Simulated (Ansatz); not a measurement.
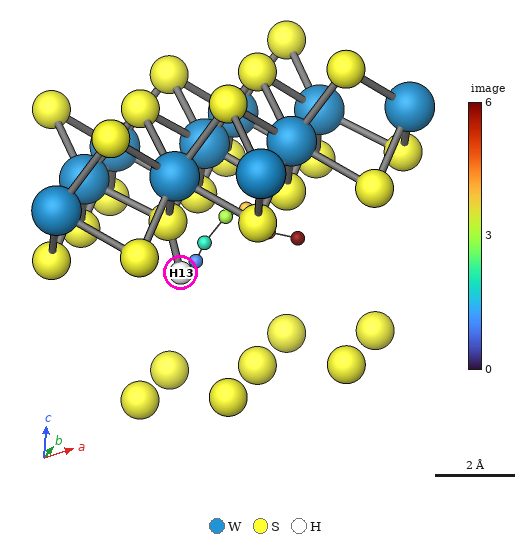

NEB run on a defect cell of composition HW4S8 (cell charge +1) (13 atoms in the cell). Images are numbered from 0 (start) to 6 (end). The start is drawn whole; smaller spheres mark the moving atoms (H) in the later images, joined by lines and coloured by the number of the image. Style: ball-and-stick. Shown: the atoms within 5.8 Å of the middle of the path, slightly off an axis. The moving atom is ringed, with any periodic copies. Bonds to atoms that aren't drawn are left out.

The calculation used Ansatz, DFT PBE, scalar-relativistic, plane waves, PAW. Set-up: plane-wave cutoff 420 eV; k-point mesh 3 × 3 × 3; Gaussian smearing 0.02 eV; 5 movable images; climbing image.

### What moves, how far, and at what cost in energy?

The H atom travels furthest, 3.17 Å from end to end, along +a, on a path that bends up to 1.29 Å away from the straight line. At the highest image its nearest neighbour (S) is 1.38 Å away, against 1.37 Å at the start, and the surrounding atoms stand up to 0.20 Å off the mean of their end positions. Breaking: H–S (1.37 → 3.42 Å). Forming: H–S (3.42 → 1.37 Å). The barrier is about 0.51 eV in both directions, with image 2 at the top; the ends have the same energy. The band is converged.

Limits of the set-up: the periodic images lie only 6.4 Å apart, so the values are limited by the cell's size; the cell is charged, on a uniform background, and energies carry no finite-size correction.

Cost: 13 min on 4 threads of Arm Neoverse V1, with other jobs on the host, peak memory 1.9 GiB.
